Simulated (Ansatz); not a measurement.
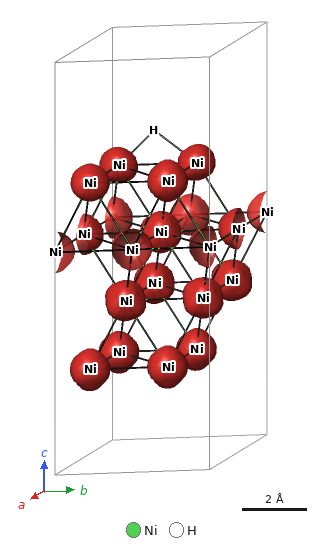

The picture shows: Ni$_{16}$H (slab). Isosurfaces of the spin density at +0.15 (red) and −0.15 e/Å³ (blue), seen slightly off an axis. Sticks mark near contacts.

Spin-polarised.

Computed with Ansatz 0.2.0, DFT PBE+D3(BJ), scalar-relativistic, plane waves, PAW.

Core electrons are frozen (PAW), and the valence fields are smoothed inside the atomic spheres.

**Which atoms carry the moments, and with what signs?**

The spin density sits on Ni: +0.7 μB (×13) and +0.5 μB (×3) in one cell of 17 atoms: parallel moments (a ferromagnetic arrangement) in this solution. The cell of the calculation (17 atoms) carries 10.1 μB of net spin moment. Only one sign reaches the isovalue.
